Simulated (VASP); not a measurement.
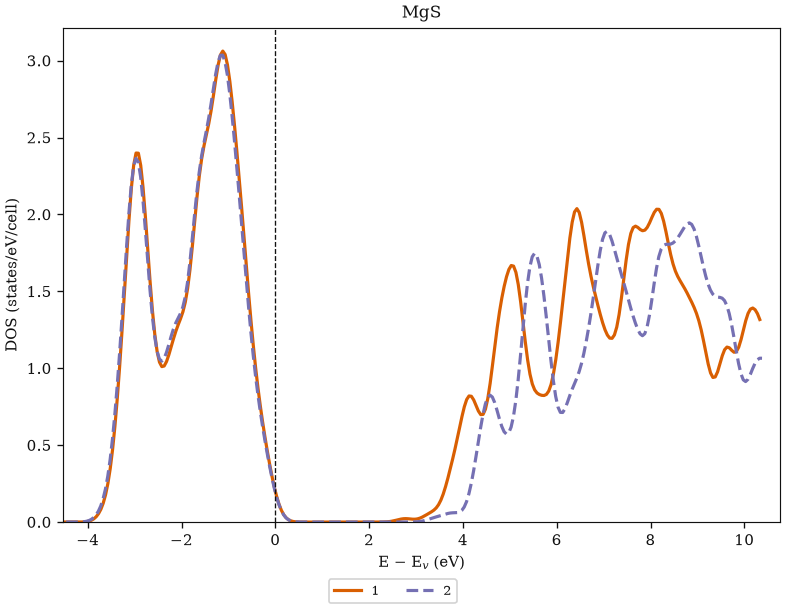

Total densities of states of MgS, space group P1 (No. 1), 2 atoms in the cell, zincblende type, strained and displaced, by two methods on the same cell. The curves are built from the levels of the k mesh with Gaussians 0.4 eV wide, which also blur the band edges. Each is counted from its own valence-band top.

> Which curve is which? The methods: PBE (VASP), r2SCAN (VASP).

1 is PBE (VASP); 2 is r2SCAN (VASP). PBE (VASP) gives a gap of 2.76 eV and r2SCAN (VASP) gives a gap of 3.40 eV.

Settings. PBE (VASP): DFT, PBE, plane waves, PAW, 6×6×6 k mesh, 520 eV cutoff, Fermi-Dirac smearing of 0.02 eV (VASP). r2SCAN (VASP): DFT, r2SCAN, plane waves, PAW, 6×6×6 k mesh, 520 eV cutoff, Fermi-Dirac smearing of 0.02 eV (VASP).

The atoms aren't at rest in this cell (largest force 0.9 eV/Å), so the relaxed material can differ.
